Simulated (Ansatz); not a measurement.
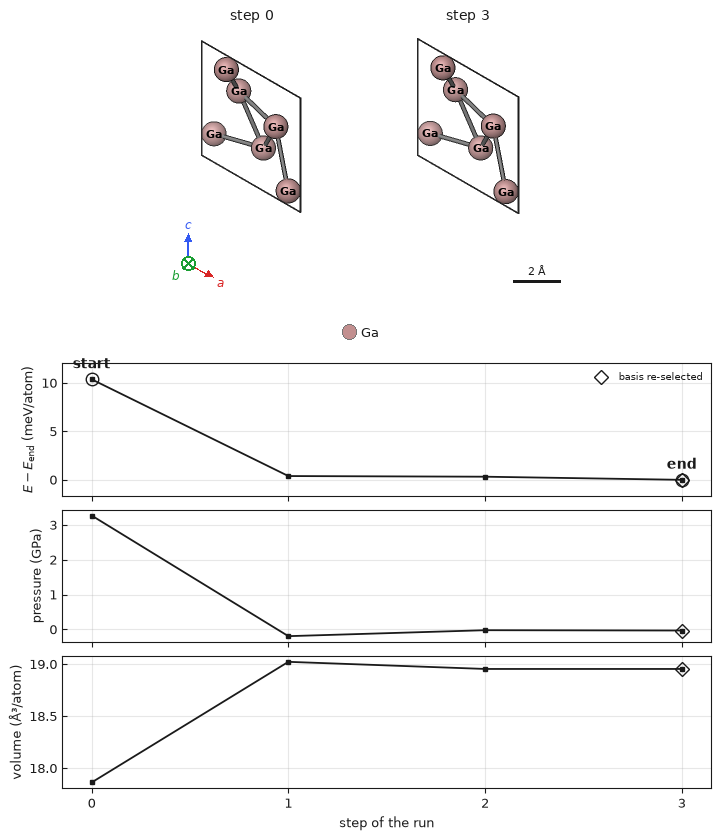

First and last geometry of a relaxation of a crystal of Ga (built on the database_220 type), with the history of the run. The picture is a ball-and-stick view of the cell of the calculation, seen along the b axis.

Case: structure listed in a database for this formula (I-43d, No. 220).

Level of theory: DFT PBE, scalar-relativistic, plane waves, PAW in Ansatz 0.2.0. Set-up: plane-wave cutoff 420 eV; k-point mesh 8 × 8 × 8; occupations gaussian; smearing width 0.1 eV; no spin polarisation; cell and atoms relaxed; force threshold 0.01 eV/Å; at most 80 steps.

Question: Did the run converge, and what did it change?

Answer: It converged. No atom moves by more than 0.005 Å relative to the cell. The drawn cell changes as follows: a = b = c 5.183 → 5.286 Å (+2.0 %); the volume changes by +6.1 %. Among the contacts that change: Ga–Ga 2.799 → 2.855 Å. The space group stays I-43d (No. 220). After 2 accepted moves (3 points after the start) the energy has fallen by 10.4 meV per atom. All forces vanish by symmetry, so only the cell relaxes. The pressure goes from 3.27 to −0.03 GPa. The SCF was repeated once at an unchanged geometry on a basis and grid sized afresh for the cell, which shifted the energy by 0.3 meV per atom at most. The run took about 15 core-seconds on a shared host.
